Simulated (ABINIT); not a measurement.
GdO: geometry relaxation (part 1 of 2)

The run: geometry relaxation of GdO (F-43m, 2 atoms in the cell). Method and program: Kohn-Sham DFT of a periodic cell, PBEsol, Ansatz PAW PBE default generated set, frozen core (ABINIT 10.8.3).

The structure derives from an entry of the Crystallography Open Database. The run did not end well.

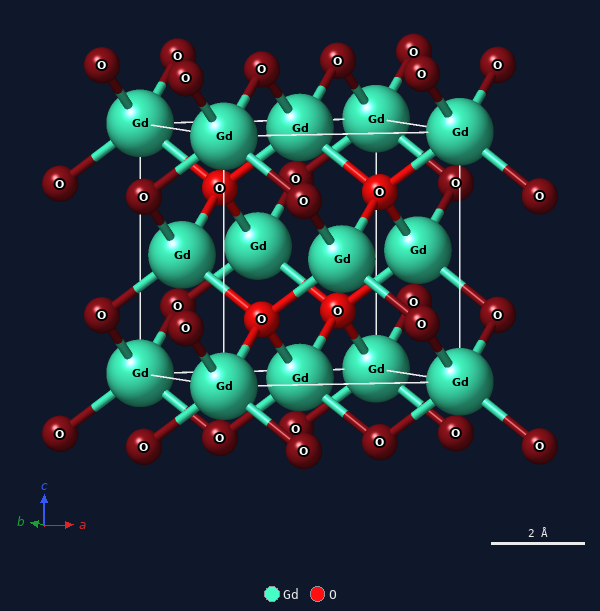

*The input geometry (ball-and-stick view of the cell 4 times as large as that of the calculation, set on its symmetry axes, seen at an oblique angle; neighbours outside the cell are drawn fainter). An atom can appear more than once, as a periodic image.*

Near neighbours in the periodic cell (some may lie outside the picture): Gd has 4 O at 2.34 Å; O has 4 Gd at 2.34 Å.

### The input
```
pp_dirpath "./"
pseudos "Gd.GGA_PBE-ansatz.xml, O.GGA_PBE-ansatz.xml"

acell 3.8183766184 3.8183766184 3.8183766184 Angstrom
rprim
     0.0000000000     0.7071067812     0.7071067812
     0.7071067812     0.0000000000     0.7071067812
     0.7071067812     0.7071067812     0.0000000000
ntypat 2
znucl 64 8
natom 2
typat 1 2
chkprim 0
chksymtnons 0
tolsym 1.0e-6
xred
            0.0            0.0            0.0
            3/4            3/4            3/4

ecut 435.382180 eV
pawecutdg 32.0
pawxcdev 0
pawovlp -1
ecutsm 0.5

kptopt 1
ngkpt 7 7 7
nshiftk 1
shiftk 0.0 0.0 0.0

ixc -116133

nband 21
occopt 3
tsmear 0.05 eV

nsppol 2
spinat
     0.0000000000     0.0000000000     7.0000000000
     0.0000000000     0.0000000000     0.0000000000

nstep 80
tolvrs 1.0e-10

iomode 3
prteig 0
prtebands 0
prtwf 0
prtden 0

ionmov 2
optcell 2
ntime 50
tolmxf 2.0e-5
dilatmx 1.08
```

Hardware: 1 thread of Intel Xeon (Sapphire Rapids), 32 GiB of memory available, shared host.

Launch command:
```bash
abinit run.abi > log 2>&1
```

### Output
```
.Version 10.8.3 of ABINIT
 Symmetries : space group F-4 3 m (#216); Bravais cF (face-center cubic)
================================================================================
 Values of the parameters that define the memory need of the present run
     intxc =       0    ionmov =       2      iscf =      17    lmnmax =      40
     lnmax =      10     mgfft =      30  mpssoang =       4    mqgrid =    3001
     natom =       2  nloc_mem =       2    nspden =       2   nspinor =       1
    nsppol =       2      nsym =      24    n1xccc =       1    ntypat =       2
    occopt =       3   xclevel =       2
       mpw =        1032          nfft =       27000          nkpt =          20
 PAW method is used; the additional fine FFT grid is defined by:
   mgfftf=        40    nfftf =     64000
================================================================================
================================================================================

--------------------------------------------------------------------------------
------------- Echo of variables that govern the present computation ------------
--------------------------------------------------------------------------------
 -outvars: echo values of preprocessed input variables --------
            acell      7.2156860543E+00  7.2156860543E+00  7.2156860543E+00 Bohr
              amu      1.57250000E+02  1.59994000E+01
          chkprim           0
      chksymtnons           0
          dilatmx      1.08000000E+00
             ecut      1.60000000E+01 Hartree
           ecutsm      5.00000000E-01 Hartree
           ionmov           2
              ixc     -116133
         kptrlatt        7    0    0      0    7    0      0    0    7
          kptrlen      5.05098024E+01
            natom           2
            nband          21
            ngfft          30      30      30
          ngfftdg          40      40      40
             nkpt          20
           nspden           2
           nsppol           2
            nstep          80
             nsym          24
            ntime          50
           ntypat           2
           occopt           3
          optcell           2
        pawecutdg      3.20000000E+01 Hartree
          pawovlp     -1.0000000000E+00
         pawxcdev           0
           prtden           0
        prtebands           0
           prteig           0
            prtwf           0
            rprim      0.0000000000E+00  7.0710678120E-01  7.0710678120E-01
                       7.0710678120E-01  0.0000000000E+00  7.0710678120E-01
                       7.0710678120E-01  7.0710678120E-01  0.0000000000E+00
          spgroup         216
           spinat      0.0000000000E+00  0.0000000000E+00  7.0000000000E+00
                       0.0000000000E+00  0.0000000000E+00  0.0000000000E+00
           tolmxf      2.00000000E-05
           tolsym      1.00000000E-06
           tolvrs      1.00000000E-10
           tsmear      1.83746611E-03 Hartree
            typat      1  2
           useylm           1
           xangst      0.0000000000E+00  0.0000000000E+00  0.0000000000E+00
                       4.0500000001E+00  4.0500000001E+00  4.0500000001E+00
            xcart      0.0000000000E+00  0.0000000000E+00  0.0000000000E+00
                       7.6533908101E+00  7.6533908101E+00  7.6533908101E+00
             xred      0.0000000000E+00  0.0000000000E+00  0.0000000000E+00
                       7.5000000000E-01  7.5000000000E-01  7.5000000000E-01
            znucl       64.00000    8.00000

================================================================================

 chkinp: Checking input parameters for consistency.

================================================================================
== DATASET  1 ==================================================================

--- !DatasetInfo
iteration_state: {dtset: 1, }
dimensions: {natom: 2, nkpt: 20, mband: 21, nsppol: 2, nspinor: 1, nspden: 2, mpw: 1032, }
cutoff_energies: {ecut:  16.0, pawecutdg:  32.0, }
electrons: {nelect:   2.40000000E+01, charge:   0.00000000E+00, occopt:   3.00000000E+00, tsmear:   1.83746611E-03, }
meta: {optdriver: 0, ionmov: 2, optcell: 2, iscf: 17, paral_kgb: 0, }
...

 Real(R)+Recip(G) space primitive vectors, cartesian coordinates (Bohr,Bohr^-1):
 R(1)=  0.0000000  5.1022605  5.1022605  G(1)= -0.0979958  0.0979958  0.0979958
 R(2)=  5.1022605  0.0000000  5.1022605  G(2)=  0.0979958 -0.0979958  0.0979958
 R(3)=  5.1022605  5.1022605  0.0000000  G(3)=  0.0979958  0.0979958 -0.0979958
 Unit cell volume ucvol=  2.6565494E+02 bohr^3
 Angles (23,13,12)=  6.00000000E+01  6.00000000E+01  6.00000000E+01 degrees

 Coarse grid specifications (used for wave-functions):

 getcut: wavevector=  0.0000  0.0000  0.0000  ngfft=  30  30  30
         ecut(hartree)=     18.662   => boxcut(ratio)=   2.14031

 Fine grid specifications (used for densities):

 getcut: wavevector=  0.0000  0.0000  0.0000  ngfft=  40  40  40
         ecut(hartree)=     37.325   => boxcut(ratio)=   2.01567

--- Pseudopotential description ------------------------------------------------
- pspini: atom type   1  psp file is ./Gd.GGA_PBE-ansatz.xml
 Pseudopotential format is: paw10
 basis_size (lnmax)= 10 (lmn_size= 40), orbitals=   0   0   0   1   1   2   2   3   3   3
 Spheres core radius: rc_sph= 2.63805767
 Shapefunction is NUMERIC type: directly read from atomic data file
 Radius for shape functions =  2.63805767
 Compensation charge density is not taken into account in XC energy/potential

- pspini: atom type   2  psp file is ./O.GGA_PBE-ansatz.xml
 Pseudopotential format is: paw10
 basis_size (lnmax)=  5 (lmn_size= 13), orbitals=   0   0   1   1   2
 Spheres core radius: rc_sph= 1.79523982
 Shapefunction is NUMERIC type: directly read from atomic data file
 Radius for shape functions =  1.79523982
 Compensation charge density is not taken into account in XC energy/potential

   1.41064959E+03                                ecore*ucvol(ha*bohr**3)
--------------------------------------------------------------------------------

================================================================================

=== [ionmov= 2] Broyden-Fletcher-Goldfarb-Shanno method (forces)
================================================================================

--- Iteration: ( 1/50) Internal Cycle: (1/1)
--------------------------------------------------------------------------------

---SELF-CONSISTENT-FIELD CONVERGENCE--------------------------------------------

--- !BeginCycle
iteration_state: {dtset: 1, itime: 1, icycle: 1, }
solver: {iscf: 17, nstep: 80, nline: 4, wfoptalg: 10, }
tolerances: {tolvrs: 1.00E-10, }
...

     iter   Etot(hartree)      deltaE(h)  residm     nres2   difmagsph maxmagsph
 ETOT  1  -131.06412689469    -1.311E+02 3.610E+00 1.238E+02 6.667E+00 6.667E+00
 ETOT  2  -136.86035461591    -5.796E+00 7.740E-01 3.009E+03 6.648E+00 1.847E-02
 ETOT  3  -128.92214462587     7.938E+00 3.329E-01 1.238E+03 1.013E+00 1.031E+00
 ETOT  4  -129.12241411697    -2.003E-01 2.626E+00 4.114E+02 4.425E+00 5.456E+00
 ETOT  5  -130.66934744250    -1.547E+00 4.361E-01 3.205E+03 4.979E+00 4.775E-01
 ETOT  6  -130.53029989554     1.390E-01 2.827E-01 3.129E+03 2.945E-02 5.070E-01
 ETOT  7  -130.40551413017     1.248E-01 4.764E-02 3.021E+03 8.147E-02 5.884E-01
 ETOT  8  -128.92901692923     1.476E+00 4.961E-01 1.273E+02 6.016E+00 6.605E+00
 ETOT  9  -128.71290852883     2.161E-01 2.986E-01 1.908E+02 1.180E+00 5.424E+00
 ETOT 10  -128.82177274738    -1.089E-01 7.065E-02 8.228E+01 5.409E-01 5.965E+00
[... 60 further cycles ...]
 ETOT 71  -128.65937352092    -4.411E-01 6.890E-02 1.116E+00 1.808E-01 7.311E+00
 ETOT 72  -128.36145013715     2.979E-01 3.483E-02 3.727E-01 1.102E-01 7.336E+00
 ETOT 73  -128.20658093471     1.549E-01 1.787E-02 1.368E-01 4.950E-02 7.342E+00
 ETOT 74  -128.12264689296     8.393E-02 8.255E-03 6.205E-02 1.644E-02 7.342E+00
 ETOT 75  -128.18888217341    -6.624E-02 3.634E-03 8.891E-02 1.078E-02 7.338E+00
 ETOT 76  -128.07106358626     1.178E-01 3.971E-03 5.394E-02 1.628E-02 7.344E+00
 ETOT 77  -128.02148052228     4.958E-02 2.097E-03 6.222E-02 1.256E-02 7.346E+00
 ETOT 78  -128.01177025138     9.710E-03 8.402E-04 7.940E-02 7.850E-03 7.347E+00
 ETOT 79  -127.87858254238     1.332E-01 7.476E-03 4.266E-02 2.915E-02 7.354E+00
 ETOT 80  -128.34257091037    -4.640E-01 3.184E-02 2.181E-01 1.262E-01 7.325E+00

 Cartesian components of stress tensor (hartree/bohr^3)
  sigma(1 1)= -3.61594482E-03  sigma(3 2)=  0.00000000E+00
  sigma(2 2)= -3.61594482E-03  sigma(3 1)=  0.00000000E+00
  sigma(3 3)= -3.61594482E-03  sigma(2 1)=  0.00000000E+00

 scprqt:  WARNING -
  nstep=   80 was not enough SCF cycles to converge;
  density residual=  2.181E-01 exceeds tolvrs=  1.000E-10

--- !ResultsGS
iteration_state: {dtset: 1, itime: 1, icycle: 1, }
comment   : Summary of ground state results
lattice_vectors:
- [  0.0000000,   5.1022605,   5.1022605, ]
- [  5.1022605,   0.0000000,   5.1022605, ]
- [  5.1022605,   5.1022605,   0.0000000, ]
lattice_lengths: [   7.21569,    7.21569,    7.21569, ]
lattice_angles: [ 60.000,  60.000,  60.000, ] # degrees, (23, 13, 12)
lattice_volume:   2.6565494E+02
convergence: {deltae: -4.640E-01, res2:  2.181E-01, residm:  3.184E-02, diffor: null, }
etotal    :  -1.28342571E+02
entropy   :   0.00000000E+00
fermie    :   2.52716502E-01
cartesian_stress_tensor: # hartree/bohr^3
- [ -3.61594482E-03,   0.00000000E+00,   0.00000000E+00, ]
- [  0.00000000E+00,  -3.61594482E-03,   0.00000000E+00, ]
- [  0.00000000E+00,   0.00000000E+00,  -3.61594482E-03, ]
pressure_GPa:   1.0638E+02
xred      :
- [  0.0000E+00,   0.0000E+00,   0.0000E+00, Gd]
- [  7.5000E-01,   7.5000E-01,   7.5000E-01,  O]
cartesian_forces: # hartree/bohr
- [ -1.05547147E-28,  -1.58320721E-27,  -1.05547147E-28, ]
- [  1.05547147E-28,   1.58320721E-27,   1.05547147E-28, ]
force_length_stats: {min:   1.59022812E-27, max:   1.59022812E-27, mean:   1.59022812E-27, }
...

 Integrated electronic and magnetization densities in atomic spheres:
 ------------------------------------------------------------------------------------------------------------
 Radius=ratsph(iatom), smearing ratsm=  0.0000. Diff(up-dn)=approximate z local magnetic moment.
    Atom    Radius    up_density   dn_density  Total(up+dn)  Diff(up-dn)
    1 Gd   2.63806    11.528747     4.203445     15.732192     7.325302
    2  O   1.79524     2.661963     3.050546      5.712510    -0.388583
 ------------------------------------------------------------------------------------------------------------
  Sum:                14.190710     7.253991     21.444701     6.936719
 Total magnetization (from the atomic spheres):                6.936719
 Total magnetization (exact up - dn):                          8.000001

---OUTPUT-----------------------------------------------------------------------
```
